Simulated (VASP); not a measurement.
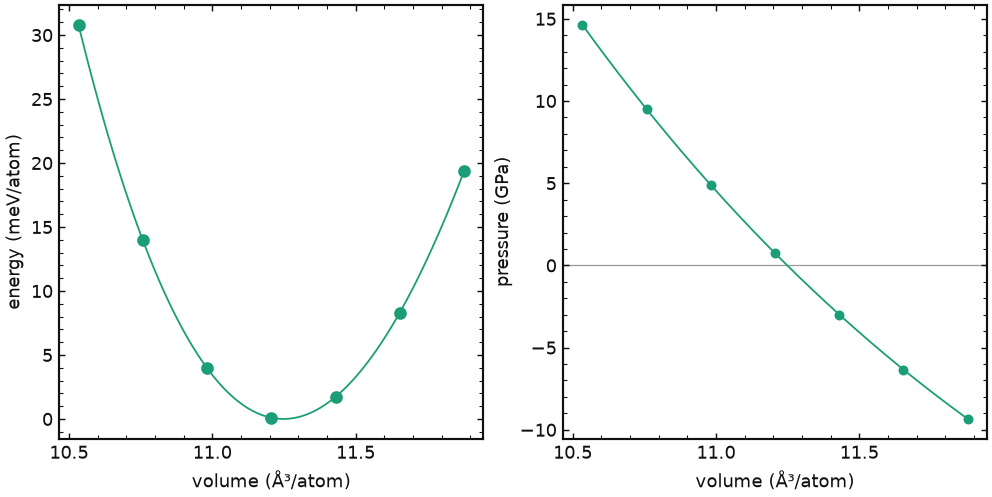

The picture above shows the energy and pressure against volume for AlCo, space group Pm-3m (No. 221).

Starting cell:
```xyz
2
Lattice="2.8194 0.0000 0.0000 0.0000 2.8194 0.0000 0.0000 0.0000 2.8194" Properties=species:S:1:pos:R:3 pbc="T T T"
Co    1.4097    1.4097    1.4097
Al    0.0000    0.0000    0.0000
```

Computed with VASP 6.6.1: plane-wave DFT, collinear spins; energies at scaled volumes of the given cell, shape and fractions fixed, counted from the fit's minimum, third-order Birch-Murnaghan fit. Level: PBEsol, collinear spin.

- k mesh: 9×9×9
- occupations: Fermi–Dirac
- smearing width: 0.05 eV
- potentials: VASP PAW PBE potentials, recommended
- wave cutoff: 520 eV

Question: How stiff is the solid, and where is its volume at rest?

Answer: A third-order Birch–Murnaghan fit gives V0 = 11.25 Å³/atom, B0 = 194 GPa and B′ = 4.3.

Question: How does the pressure vary with volume?

Answer: It falls from 14.64 GPa at volume 10.53 Å³/atom to −9.34 GPa at 11.88 Å³/atom, and changes sign near 11.25 Å³/atom.

The computed values:

```tsv
volume (Å³/atom)	energy (meV/atom)	pressure (GPa)
10.53	30.81	14.64
10.76	13.99	9.51
10.98	3.98	4.89
11.21	0.10	0.74
11.43	1.72	-2.99
11.65	8.30	-6.34
11.88	19.34	-9.34
```
